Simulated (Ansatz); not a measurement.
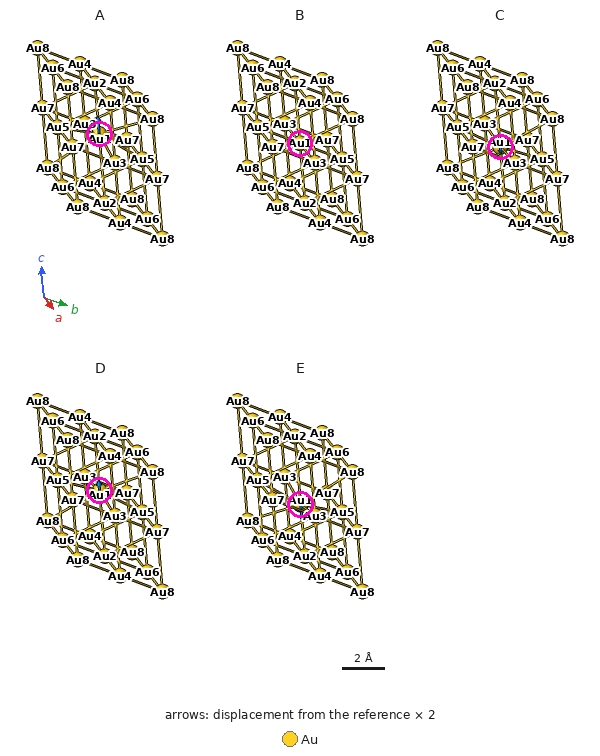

Energy scan for a crystal of Au (Im-3m), in which Au1 (one in each cell of 8 atoms) is moved towards the nearest copy of atom 2 (Au) at 2.870 Å, all else fixed. Style: ball-and-stick. Shown: the cell of the calculation, slightly off an axis. The ringed atoms are those of the scanned coordinate. Blue arrows: displacements from the reference.

All numbers below come from Ansatz, DFT PBEsol, scalar-relativistic, plane waves, PAW. Settings: plane-wave cutoff 420 eV; k-point mesh 10 × 10 × 10; occupations gaussian; smearing width 0.15 eV; no spin polarisation. Energies (free energies at the smearing named) are counted from the cell as listed in its source, which wasn't relaxed.

### Rank the frames from lowest to highest energy.

Lowest first: B (the displacement 0.00 Å, 0 meV/cell), C (the displacement 0.18 Å, 87 meV/cell), D (the displacement −0.27 Å, 209 meV/cell), E (the displacement 0.405 Å, 540 meV/cell), A (the displacement −0.45 Å, 706 meV/cell). Over the whole scan: the lowest computed point lies at the displacement 0.00 Å (0 meV/cell). At the ends of the scan the energy is 706 meV/cell (−0.45 Å) and 706 meV/cell (0.45 Å). The curvature at zero is about 5.3 eV/Å². The well is symmetric. At the highest point the shortest interatomic distance is 2.42 Å, against 2.87 Å in the reference. The distortion takes the space group from Im-3m to R3m.
